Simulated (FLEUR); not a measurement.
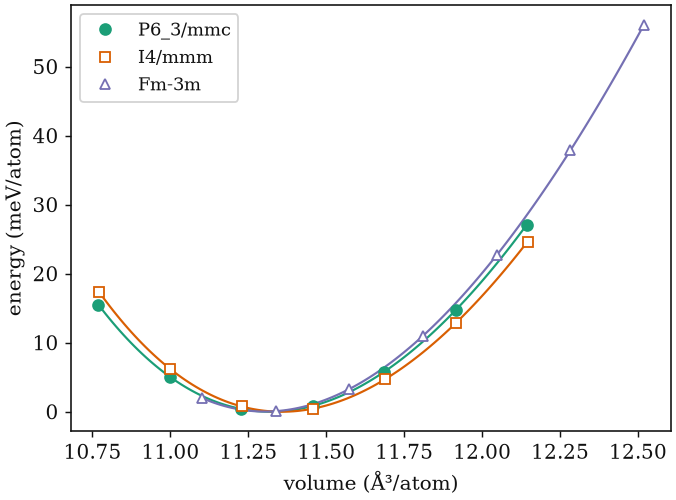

Caption: Energy against volume, with one curve for each structure, for Cu. Each energy curve has its own zero, so the curves don't rank the structures.

Settings that differ: P6_3/mmc: k mesh 12×12×4; I4/mmm: k mesh 13×13×13; Fm-3m: k mesh 13×13×13.

The fitted equilibrium volumes, smallest first, are Fm-3m 11.303, P6_3/mmc 11.320, I4/mmm 11.357 Å³/atom. The fitted bulk moduli, smallest first, are I4/mmm 165.2, P6_3/mmc 167.3, Fm-3m 168.9 GPa.

Method: all-electron LAPW DFT, no spin polarisation; energies at scaled volumes of the given cell, shape and fractions fixed, counted from the fit's minimum, third-order Birch-Murnaghan fit (FLEUR MaX-R8.1 (later development tree)). Level: PBEsol.

occupations Fermi–Dirac; smearing width 0.05 eV; potentials all electron.

Keep in mind: shape and atomic fractions are frozen while scaling, which makes layered, chain and framework solids too stiff.
